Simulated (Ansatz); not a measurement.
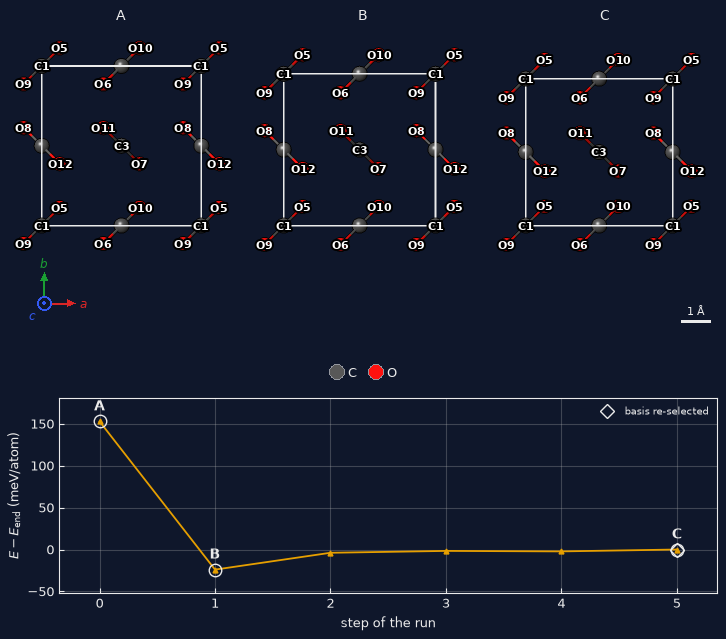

Frames of a relaxation of a crystal of CO2 (set up in Pa-3), marked on the history of the run. Style: ball-and-stick. Shown: the cell of the calculation, along the c axis.

The start is a measured structure.

Theory: DFT, PAW plane waves, r2SCAN in Ansatz 0.2.0. Set-up: plane-wave cutoff 500 eV; k-point mesh 5 × 5 × 5; occupations cold; smearing width 0.1501 eV; no spin polarisation; cell and atoms relaxed; at most 80 steps.

Question: What happens along the run?

Answer: Over 4 accepted moves (5 points after the start) the energy falls by 153 meV per atom. With the target pressure of 5 GPa, the enthalpy E + pV changes by −253 meV per atom. The largest force component goes from 5.3 to 0.0041 eV/Å. Pressure: 24.08 GPa at the start and 5.02 GPa at the end. At 1 point the geometry stayed and the basis and grid were re-selected for the new cell (energy shift of 2.3 meV per atom at most each time). The largest moves relative to the cell, 0.15 Å, are those of O atoms. C stays in place. Cell: a = b = c 5.587 → 5.143 Å (−8.0 %). Volume −22.0 %. Near-neighbour distances that change, for instance: C–O 1.094 → 1.157 Å. The space group stays Pa-3 (No. 205). Cost: 56 s on 2 threads of Intel(R) Xeon(R) 6975P-C (Granite Rapids), on a shared host, peak memory 0.92 GiB. From step 0 to 1: O atoms move most (0.11 Å), volume −14.0 %, energy −177 meV per atom. From step 1 to 5: O atoms move most (0.04 Å), volume −9.4 %, energy +24.0 meV per atom.

```json
{"step": "0", "E − E(0), meV/atom": "0.00", "largest force component, eV/Å": "5.2754", "pressure, GPa": "24.08", "volume, Å³/atom": "14.536", "note": ""}
{"step": "1", "E − E(0), meV/atom": "-176.79", "largest force component, eV/Å": "0.4905", "pressure, GPa": "4.77", "volume, Å³/atom": "12.507", "note": ""}
{"step": "2", "E − E(0), meV/atom": "-156.69", "largest force component, eV/Å": "0.3052", "pressure, GPa": "6.52", "volume, Å³/atom": "11.417", "note": ""}
{"step": "3", "E − E(0), meV/atom": "-154.46", "largest force component, eV/Å": "0.1033", "pressure, GPa": "5.67", "volume, Å³/atom": "11.318", "note": ""}
{"step": "4", "E − E(0), meV/atom": "-155.05", "largest force component, eV/Å": "0.0014", "pressure, GPa": "4.99", "volume, Å³/atom": "11.334", "note": ""}
{"step": "5", "E − E(0), meV/atom": "-152.80", "largest force component, eV/Å": "0.0041", "pressure, GPa": "5.02", "volume, Å³/atom": "11.334", "note": "same geometry, new basis"}
```
